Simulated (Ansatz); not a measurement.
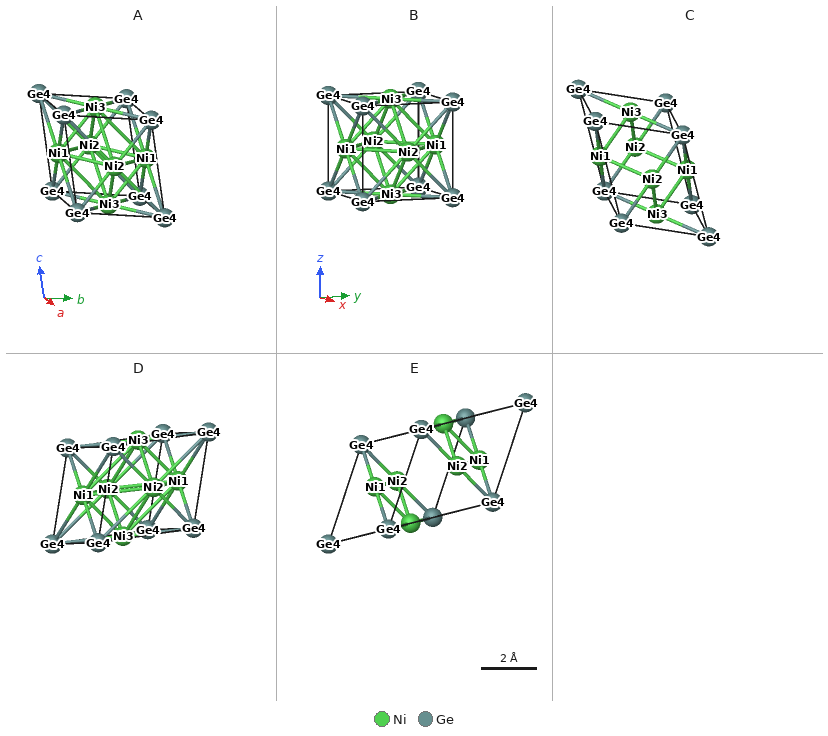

A scan of crystalline Ni3Ge (Pm-3m): the ratio of the cell's length along [111] to its lengths across, counted as 1 for the reference, is changed at fixed volume (a trigonal path), with the atoms kept at their fractional coordinates. x, y and z are the Cartesian axes of the input. The picture is a ball-and-stick view of the cell of the calculation, seen slightly off an axis.

Theory: DFT PBEsol, scalar-relativistic, plane waves, PAW (Ansatz 0.2.0). Settings: plane-wave cutoff 420 eV; k-point mesh 16 × 16 × 16; occupations gaussian; smearing width 0.15 eV; no spin polarisation. Energies (free energies at the smearing named) are counted from the relaxed crystal.

### Rank the frames from lowest to highest energy.

Lowest first: B (the relative ratio 1.00, 0 meV/atom), A (the relative ratio 0.71, 484 meV/atom), D (the relative ratio 1.41, 683 meV/atom), C (the relative ratio 0.50, 864 meV/atom), E (the relative ratio 2.00, 3035 meV/atom). Over the whole scan: of the computed points the lowest is at the relative ratio 1.00, 0 meV/atom. The end points stand at 864 meV/atom (0.50) and 3035 meV/atom (2.00). The distortion takes the space group from Pm-3m to R-3m, except for Im-3m at 0.50. At the relative ratio 2.00 the cell of the drawing goes a 3.525 → 3.957 Å, b 3.525 → 3.957 Å, c 3.525 → 3.957 Å, α 90.0° → 60.0°, β 90.0° → 60.0°, γ 90.0° → 60.0°.
